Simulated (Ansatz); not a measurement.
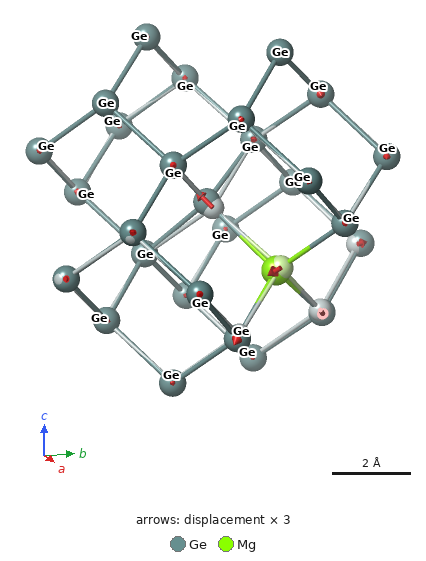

A relaxation of a defect cell of composition Ge63Mg (cell charge +1). The starting structure is drawn faded, the final one solid; red arrows show the displacements, 3 times their true length.

The picture is a ball-and-stick view of the atoms within 5.0 Å of the atom that moves most (axes of the cell of the calculation (origin shifted)), seen slightly off an axis.

All numbers below come from DFT, PBEsol, PAW, plane waves (Ansatz 0.2.0). (plane-wave cutoff 420 eV; k-point mesh 1 × 1 × 1; mesh shifted by (0.25, 0.25, 0.25); collinear spin; atoms relaxed in a fixed cell; force threshold 0.03 eV/Å; at most 80 steps)

> Which element moves most?

Germanium: up to 0.22 Å, against 0.16 Å for magnesium.

> Describe the change and its energy.

The energy falls by 0.693 eV per cell of the calculation in 4 geometry steps. The largest force component goes from 1.1 to 0.02 eV/Å. The atom that moves furthest is a Ge atom (0.22 Å along [−1 −1 1]). Largest moves by element: Ge 0.22 Å, Mg 0.16 Å. The lattice vectors keep their values. Among the contacts that change: Ge–Mg 2.467 → 2.624 Å, Ge–Mg 2.447 → 2.584 Å, Ge–Mg 2.404 → 2.514 Å, Ge–Ge 2.508 → 2.417 Å. Bond angles that change, for instance: Ge–Ge–Mg 110.9° → 102.8°, Ge–Ge–Ge 108.9° → 103.0°, Ge–Ge–Ge 108.4° → 113.4°. The run took 7.5 s on 1 × NVIDIA GB200 with 8 threads of Arm Neoverse-V2, peak memory 2.2 GiB.

Limits of the set-up: the cell is charged, on a uniform background, and energies carry no finite-size correction.
